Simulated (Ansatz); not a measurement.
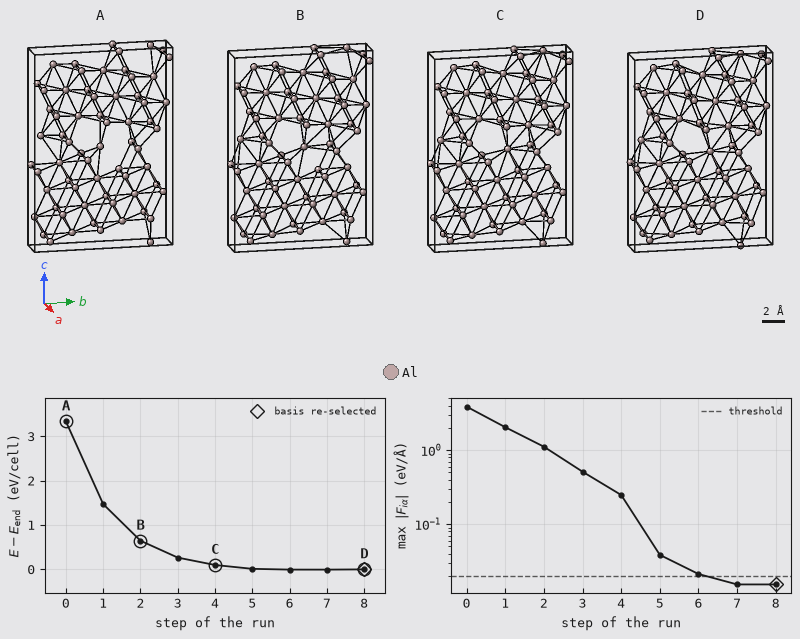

Frames of a relaxation of an interface cell of composition Al, marked on the history of the run. A ball-and-stick model of the cell of the calculation (origin shifted), seen slightly off an axis.

Case: symmetric tilt boundary Sigma 11 (3 3 2), mirror on a plane, shift [0, 0.5].

All numbers below come from Ansatz 0.2.0, DFT PBE, scalar-relativistic, plane waves, PAW. (plane-wave cutoff 420 eV; k-point mesh 12 × 4 × 2; occupations gaussian; smearing width 0.1 eV; no spin polarisation; cell relaxed at fixed a, b, alpha, beta, gamma; force threshold 0.02 eV/Å; at most 60 steps)

**What happens along the run?**

The largest moves relative to the cell, 1.00 Å, are those of Al atoms. The volume changes by −2.6 %, with a unchanged at 2.858 Å, b unchanged at 13.404 Å, c 19.256 → 18.754 Å (−2.6 %). Among the contacts that change: Al–Al 3.644 → 2.830 Å, Al–Al 3.697 → 2.992 Å, Al–Al 3.534 → 2.955 Å, Al–Al 2.289 → 2.807 Å. New bonds form: Al–Al (3.64 → 2.83 Å). Among the angles between lasting bonds that change: Al–Al–Al 77.3° → 61.2°, Al–Al–Al 180.0° → 164.0°, Al–Al–Al 180.0° → 164.7°. The energy falls by 3.337 eV per cell of the calculation in 7 accepted moves (8 points after the start). The largest force component goes from 3.9 to 0.015 eV/Å. Pressure: 0.52 GPa at the start and −0.34 GPa at the end. The SCF was repeated once at an unchanged geometry on a basis and grid sized afresh for the cell, which shifted the energy by 5.5 meV per cell of the calculation at most. Cost: 20 min on 4 threads of Arm Neoverse V1, with other jobs on the host, peak memory 3.3 GiB. From step 0 to 2: Al atoms move most (0.38 Å), volume −1.6 %, energy −2.691 eV per cell of the calculation. From step 2 to 4: Al atoms move most (0.39 Å), volume −0.7 %, energy −0.547 eV per cell of the calculation. From step 4 to 8: Al atoms move most (0.31 Å), volume −0.4 %, energy −98.8 meV per cell of the calculation.

| step | E − E(0), meV/atom | largest force component, eV/Å | pressure, GPa | volume, Å³/atom | note |
| --- | --- | --- | --- | --- | --- |
| 0 | 0.00 | 3.8656 | 0.52 | 17.562 |  |
| 1 | -44.40 | 2.0399 | 0.00 | 17.377 |  |
| 2 | -64.06 | 1.1124 | -0.31 | 17.287 |  |
| 3 | -73.12 | 0.5115 | -0.43 | 17.232 |  |
| 4 | -77.09 | 0.2479 | -0.38 | 17.174 |  |
| 5 | -79.15 | 0.0385 | -0.35 | 17.130 |  |
| 6 | -79.56 | 0.0213 | -0.38 | 17.114 |  |
| 7 | -79.58 | 0.0154 | -0.32 | 17.104 |  |
| 8 | -79.45 | 0.0154 | -0.34 | 17.104 | same geometry, new basis |
